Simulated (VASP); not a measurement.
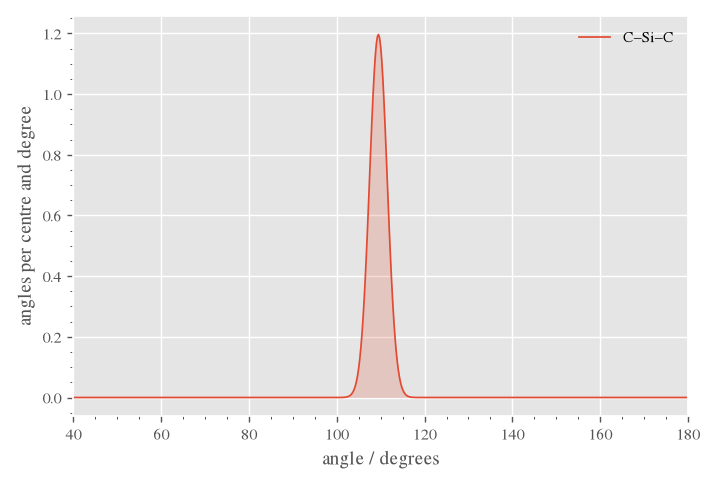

Bond-angle distributions computed from the structure of SiC; each angle is a Gaussian of σ = 2.0°. Bonds counted: C–Si up to 2.17 Å. Structure used: coordinates from a relaxation with VASP Kohn-Sham DFT of a periodic cell, PBEsol with D4, VASP PAW PBE potentials, recommended (VASP 6.6.1).

Q: Give the groups of angles for each curve.

A: C–Si–C: 109° (6 per centre)

Q: What coordination geometry do the angles point to, counting the bonds named above alone?

A: Si has 4 C neighbours in a tetrahedral arrangement.

The structure has space group F-43m (No. 216); other forms of this composition would give other results.
